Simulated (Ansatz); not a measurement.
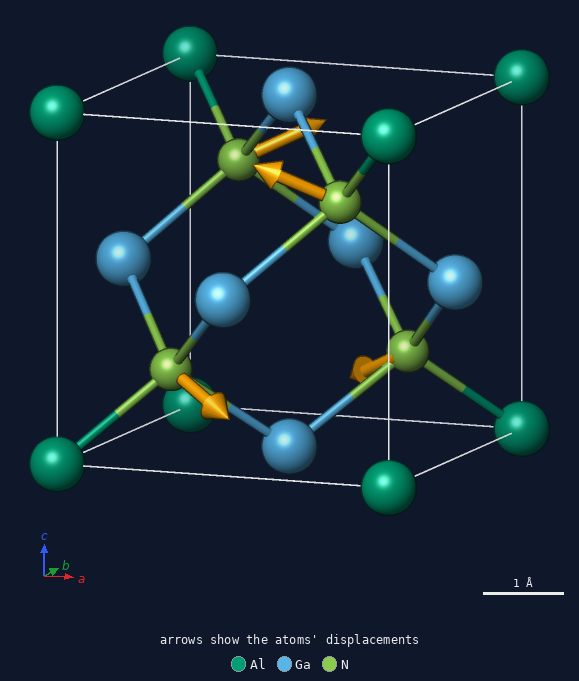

One vibrational mode of a crystal of AlGa3N4 at the zone centre. The orange arrows give the relative displacements of the atoms. The picture is a ball-and-stick view of the cell of the calculation, seen slightly off an axis.

All numbers below come from DFT PBEsol, scalar-relativistic, plane waves, PAW (Ansatz 0.2.0). (plane-wave cutoff 420 eV; k-point mesh 6 × 6 × 6; occupations fixed; no spin polarisation)

Frequencies are those without the non-analytic (LO–TO) term.

What mode is this, and where does it lie in the spectrum?

This is the E mode (doubly degenerate; one member of the set is drawn) at 671 cm⁻¹, optical level 7 of 8, counted from below, Raman-active by symmetry. The Al and Ga atoms stay at rest; atoms of one kind move against one another, with no net shift of their sublattice; it stretches the Ga–N bonds (1.95 Å).
